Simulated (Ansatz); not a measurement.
Single-point calculation, with input and output: MnS (part 2 of 2)

Continued. System: MnS (P6₃mc, 8 atoms in the cell). Method: DFT PBE+U, scalar-relativistic, plane waves, PAW, Ueff = 5 eV on Mn atom 1 d; Ueff = 5 eV on Mn atom 2 d; Ueff = 5 eV on Mn atom 5 d; Ueff = 5 eV on Mn atom 6 d, spin-polarised (Ansatz 0.2.0); cutoff 420 eV, 6×6×3 k-mesh, Gaussian smearing of 0.05 eV, collinear spins. The structure derives from an entry of the Crystallography Open Database. It belongs to a series of runs on one base structure; here: ferromagnetic start, free, natural orbitals of the symmetric run filled by rank.

Geometry of the input (Å; fractional positions):
```
3.9760  0.0000  0.0000
-3.9760  6.8866  0.0000
0.0000  0.0000  6.4320
Mn 0.3333  0.3333  0.0000
Mn 0.6667  0.1667  0.5000
S  0.3333  0.3333  0.3850
S  0.6667  0.1667  0.8850
Mn 0.3333  0.8333  0.0000
Mn 0.6667  0.6667  0.5000
S  0.3333  0.8333  0.3850
S  0.6667  0.6667  0.8850
```

**The program's output, continued**
```
--- Specified on-site occupations, and those of the state reported ---
  electrons in the specified blocks: 19.8000 specified, 21.4875 found
  site 5 (l=d) ↓: largest change of an orbital's occupation 0.1017; electrons 0.1000 specified, 0.4280 found; spectral distance 0.1728
  site 1 (l=d) ↓: largest change of an orbital's occupation 0.1017; electrons 0.1000 specified, 0.4280 found; spectral distance 0.1728
  site 4 (l=d) ↓: largest change of an orbital's occupation 0.1017; electrons 0.1000 specified, 0.4280 found; spectral distance 0.1728
  site 0 (l=d) ↓: largest change of an orbital's occupation 0.1017; electrons 0.1000 specified, 0.4280 found; spectral distance 0.1728
  site 4 (l=d) ↑: largest change of an orbital's occupation 0.0239; electrons 4.8500 specified, 4.9438 found; spectral distance 0.0431
  site 1 (l=d) ↑: largest change of an orbital's occupation 0.0239; electrons 4.8500 specified, 4.9438 found; spectral distance 0.0431
  site 5 (l=d) ↑: largest change of an orbital's occupation 0.0239; electrons 4.8500 specified, 4.9438 found; spectral distance 0.0431
  site 0 (l=d) ↑: largest change of an orbital's occupation 0.0239; electrons 4.8500 specified, 4.9438 found; spectral distance 0.0431
--- Forces (eV/Å), atoms counted from 1 ---
  atom   1  Mn    -0.00000000    -0.00068653     0.18661079
  atom   2  Mn     0.00000000     0.00068653     0.18661079
  atom   3  S     -0.00000000    -0.00121658    -0.18659482
  atom   4  S      0.00000000     0.00121658    -0.18659482
  atom   5  Mn    -0.00000000    -0.00068653     0.18661079
  atom   6  Mn     0.00000000     0.00068653     0.18661079
  atom   7  S     -0.00000000    -0.00121658    -0.18659482
  atom   8  S      0.00000000     0.00121658    -0.18659482
  max |Σ_I F_I| component: 6.39e-5 eV/Å
--- Stress (GPa, compression-positive) ---
        1.756361       0.000000       0.000000
        0.000000       1.783209       0.000000
       -0.000000       0.000000      -0.036858
  P = ⅓ Tr σ = 1.1676 GPa (11.676 kbar)
--- Band table (eV; the first three rows and the last of 64) ---
  k-point 0 ↑: bands = ["-74.4731", "-74.4729", "-74.4729", "-74.4729", "-43.2291", "-43.2279", "-43.2267", "-43.2259", "-43.2242", "-43.2240", "-43.2224", "-43.2220", "-43.2216", "-43.2216", "-43.2214", "-43.2211", "-6.4723", "-5.7988", "-5.7813", "-5.5693", "1.7540", "1.7705", "1.9822", "2.6087", "2.6109", "2.7099", "2.7119", "2.7530", "2.7545", "2.8660", "3.0776", "3.1442", "4.1704", "4.1712", "4.2329", "4.2448", "4.3719", "4.4316", "4.4325", "4.5032", "4.6489", "4.7099", "4.7830", "5.0766", "5.3438", "6.3001", "6.6005", "6.8145", "6.8161", "7.4898", "7.7403", "7.7419", "8.4964", "10.0757", "10.9194", "11.0671", "11.7586", "13.1393", "13.1394", "13.5362", "13.7490", "13.8182", "14.2733"]
  k-point 1 ↑: bands = ["-74.4730", "-74.4730", "-74.4729", "-74.4729", "-43.2283", "-43.2278", "-43.2272", "-43.2267", "-43.2240", "-43.2238", "-43.2222", "-43.2218", "-43.2218", "-43.2216", "-43.2215", "-43.2212", "-6.3131", "-5.9689", "-5.7355", "-5.6202", "1.5961", "1.7113", "1.9509", "2.4484", "2.6210", "2.6231", "2.6711", "2.6731", "2.8884", "2.9201", "3.0327", "3.0563", "4.2516", "4.2525", "4.3839", "4.3848", "4.3914", "4.4192", "4.4442", "4.4481", "4.5923", "4.6564", "5.2825", "5.6654", "5.6753", "6.2879", "6.3645", "6.4825", "7.0278", "7.0294", "7.4908", "7.4924", "9.6553", "10.1373", "10.3269", "10.8927", "12.3894", "12.6898", "12.8871", "13.2467", "13.2468", "13.6175", "13.7736"]
  k-point 2 ↑: bands = ["-74.4731", "-74.4729", "-74.4729", "-74.4729", "-43.2290", "-43.2280", "-43.2266", "-43.2259", "-43.2241", "-43.2238", "-43.2223", "-43.2221", "-43.2217", "-43.2216", "-43.2216", "-43.2211", "-6.4362", "-5.8636", "-5.7625", "-5.5688", "1.8026", "1.8122", "2.0439", "2.5460", "2.6299", "2.6706", "2.6808", "2.7354", "2.7738", "2.8535", "3.0460", "3.1053", "4.1146", "4.1502", "4.1684", "4.2696", "4.3318", "4.4338", "4.4374", "4.4963", "4.6973", "4.7090", "4.9918", "5.1307", "5.4511", "6.4166", "6.5542", "6.6852", "6.7091", "7.3619", "7.4431", "7.6702", "8.9123", "10.3732", "10.8728", "11.0863", "11.8621", "12.8992", "13.2766", "13.5388", "13.6852", "13.8460", "14.0848"]
  k-point 31 ↓: bands = ["-69.7741", "-69.7741", "-69.7741", "-69.7741", "-38.6187", "-38.6187", "-38.6186", "-38.6186", "-38.6170", "-38.6170", "-38.6166", "-38.6166", "-38.6109", "-38.6109", "-38.6101", "-38.6101", "-5.4660", "-5.4660", "-5.3523", "-5.3523", "2.6668", "2.6668", "2.6873", "2.6873", "3.5366", "3.5366", "3.6731", "3.6731", "4.1173", "4.1173", "4.3614", "4.3614", "7.7455", "7.7455", "7.8979", "7.8979", "8.2505", "8.2505", "8.3154", "8.3154", "8.7050", "8.7050", "8.8653", "8.8653", "8.9804", "8.9804", "9.1419", "9.1419", "9.4743", "9.4743", "9.5449", "9.5449", "12.6265", "12.6265", "12.9990", "12.9990", "14.1035", "14.1035", "14.2300", "14.2300", "14.3562", "14.3562", "15.0610"]
Occupation matrices written to [file]
--- Löwdin populations: 8 sites ---
  site symbol       q [e]    m [muB]
     0     Mn     13.9517     4.5632
     1     Mn     13.9517     4.5632
     2      S      6.8915     0.3061
     3      S      6.8915     0.3061
     4     Mn     13.9517     4.5632
     5     Mn     13.9517     4.5632
     6      S      6.8915     0.3061
     7      S      6.8915     0.3061
  spilling = 0.007464 (of n_electrons = 84.000000)
--- Occupation matrices: 4 shells (run DFT+U table (all-electron-ortho-atomic); ε = 2.93e-3) ---
  Mn0 d_3D: site group C3v (3m); on the run's cell Cs (m)
  Mn0 d_3D up     Tr n = 4.9438  λ = 0.984 0.984 0.988 0.994 0.994  [2× xy 0.36 (T2 1.00) E(1.00)/A'(0.50) | z2 1.00 (T2 1.00) A1(1.00)/A'(1.00) | 2× xz 0.36 (E 1.00) E(1.00)/A'(0.50)]
  Mn0 d_3D dn     Tr n = 0.4280  λ = 0.036 0.036 0.117 0.118 0.122  [2× xz 0.36 (E 1.00) E(1.00)/A'(0.50) | 2× xy 0.36 (T2 1.00) E(0.99)/A'(0.50) | z2 0.99 (T2 1.00) A1(0.99)/A'(1.00)]
  specified occupation → Mn0 d_3D up: matrix, ‖Δ‖_F = 0.0431, Tr Δ = -0.0938, displaced = 0.0469, d_λ = 0.0431; orbital distance = 0.0000
  specified occupation → Mn0 d_3D dn: matrix, ‖Δ‖_F = 0.1728, Tr Δ = -0.3280, displaced = 0.1640, d_λ = 0.1728; orbital distance = 0.0000
  Mn1 d_3D: site group C3v (3m); on the run's cell Cs (m)
  Mn1 d_3D up     Tr n = 4.9438  λ = 0.984 0.984 0.988 0.994 0.994  [2× xy 0.36 (T2 1.00) E(1.00)/A'(0.50) | z2 1.00 (T2 1.00) A1(1.00)/A'(1.00) | 2× xz 0.36 (E 1.00) E(1.00)/A'(0.50)]
  Mn1 d_3D dn     Tr n = 0.4280  λ = 0.036 0.036 0.117 0.118 0.122  [2× xz 0.36 (E 1.00) E(1.00)/A'(0.50) | 2× xy 0.36 (T2 1.00) E(0.99)/A'(0.50) | z2 0.99 (T2 1.00) A1(0.99)/A'(1.00)]
  specified occupation → Mn1 d_3D up: matrix, ‖Δ‖_F = 0.0431, Tr Δ = -0.0938, displaced = 0.0469, d_λ = 0.0431; orbital distance = 0.0000
  specified occupation → Mn1 d_3D dn: matrix, ‖Δ‖_F = 0.1728, Tr Δ = -0.3280, displaced = 0.1640, d_λ = 0.1728; orbital distance = 0.0000
  Mn4 d_3D: site group C3v (3m); on the run's cell Cs (m)
  Mn4 d_3D up     Tr n = 4.9438  λ = 0.984 0.984 0.988 0.994 0.994  [2× xy 0.36 (T2 1.00) E(1.00)/A'(0.50) | z2 1.00 (T2 1.00) A1(1.00)/A'(1.00) | 2× xz 0.36 (E 1.00) E(1.00)/A'(0.50)]
  Mn4 d_3D dn     Tr n = 0.4280  λ = 0.036 0.036 0.117 0.118 0.122  [2× xz 0.36 (E 1.00) E(1.00)/A'(0.50) | 2× xy 0.36 (T2 1.00) E(0.99)/A'(0.50) | z2 0.99 (T2 1.00) A1(0.99)/A'(1.00)]
  specified occupation → Mn4 d_3D up: matrix, ‖Δ‖_F = 0.0431, Tr Δ = -0.0938, displaced = 0.0469, d_λ = 0.0431; orbital distance = 0.0000
  specified occupation → Mn4 d_3D dn: matrix, ‖Δ‖_F = 0.1728, Tr Δ = -0.3280, displaced = 0.1640, d_λ = 0.1728; orbital distance = 0.0000
  Mn5 d_3D: site group C3v (3m); on the run's cell Cs (m)
  Mn5 d_3D up     Tr n = 4.9438  λ = 0.984 0.984 0.988 0.994 0.994  [2× xy 0.36 (T2 1.00) E(1.00)/A'(0.50) | z2 1.00 (T2 1.00) A1(1.00)/A'(1.00) | 2× xz 0.36 (E 1.00) E(1.00)/A'(0.50)]
  Mn5 d_3D dn     Tr n = 0.4280  λ = 0.036 0.036 0.117 0.118 0.122  [2× xz 0.36 (E 1.00) E(1.00)/A'(0.50) | 2× xy 0.36 (T2 1.00) E(0.99)/A'(0.50) | z2 0.99 (T2 1.00) A1(0.99)/A'(1.00)]
  specified occupation → Mn5 d_3D up: matrix, ‖Δ‖_F = 0.0431, Tr Δ = -0.0938, displaced = 0.0469, d_λ = 0.0431; orbital distance = 0.0000
  specified occupation → Mn5 d_3D dn: matrix, ‖Δ‖_F = 0.1728, Tr Δ = -0.3280, displaced = 0.1640, d_λ = 0.1728; orbital distance = 0.0000
  Tr n, λ and their labels are of the run-group-symmetrised matrices; stabiliser: 8 of 16 elements of G0×{1,Θ} (closed), max defect 1.9e-15 at τ = 6.2e-4
```

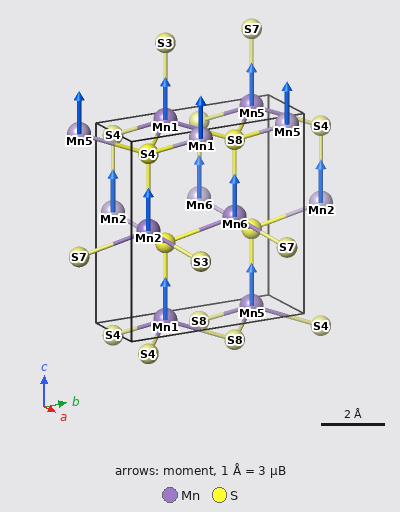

Figure 1. Magnetic moments of the sites as blue arrows (ball-and-stick view of the cell of the calculation, seen slightly off an axis; neighbours outside the cell are drawn fainter; atoms are numbered from 1 in the order of the input); small moments hardly show. The run is collinear, so the axis drawn is arbitrary. Site moments: all 4 Mn atoms (4.16 μB); all 4 S atoms (0.14 μB). They are counted near the atoms and needn't add up to the moment of the cell.

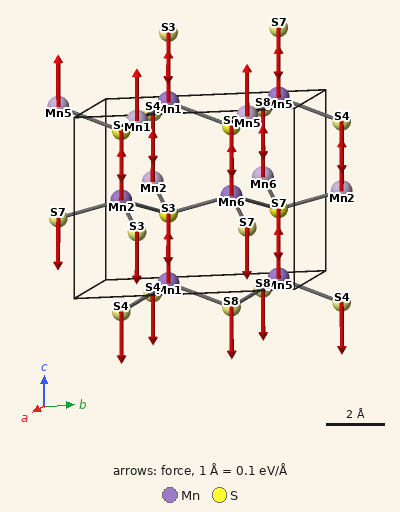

Figure 2. Forces on the atoms as red arrows (ball-and-stick view of the cell of the calculation, seen slightly off an axis; neighbours outside the cell are drawn fainter; atoms are numbered from 1 in the order of the input). The largest act on all 4 Mn atoms (0.19 eV/Å); all 4 S atoms (0.19 eV/Å). The geometry is not a stationary point of this energy.

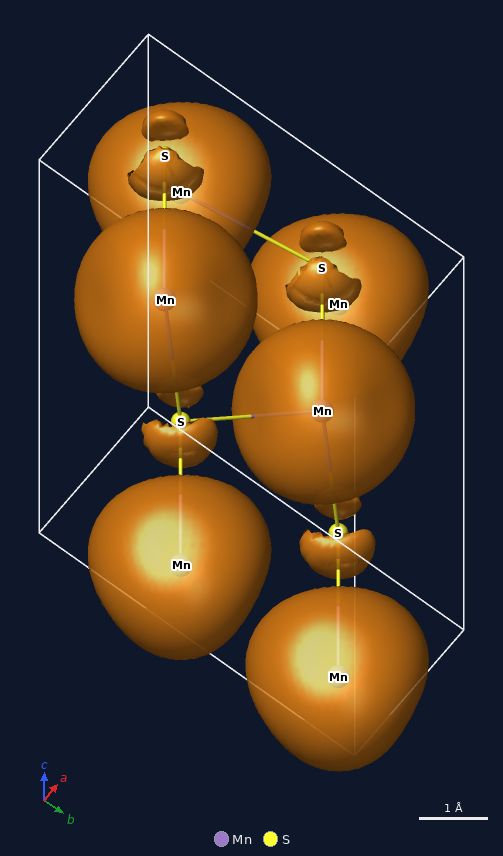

Figure 3. Isosurfaces of the magnetisation density (up minus down) at +0.04 (orange) and −0.04 e/Å³ (purple), seen at an oblique angle. Sticks mark near contacts. The outline is the calculation cell. The cell of the calculation (8 atoms) carries 19.9 μB net. Only one sign reaches the isovalue. The fields are those of the smooth PAW valence density.

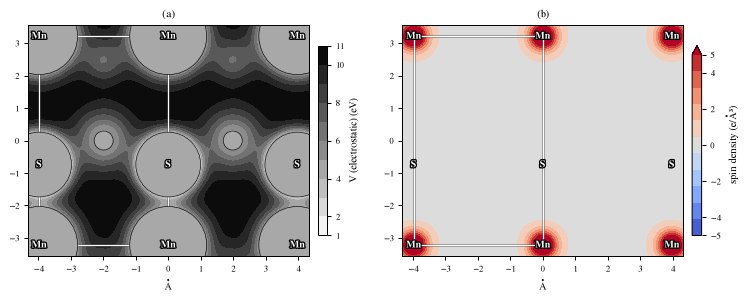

Figure 4. (a) electrostatic potential (local pseudopotential plus Hartree) felt by an electron; (b) spin density (up minus down) on the (010) plane of the calculation cell. Grey discs, where drawn, cover atomic cores. The section cuts through Mn and S sites. The cell of the calculation (8 atoms) carries 19.9 μB net. Outside the cores the potential energy rises away from the atoms and is highest about 2.2 Å from the nearest atoms; outside the discs it spans about 9 eV, and its zero is arbitrary.
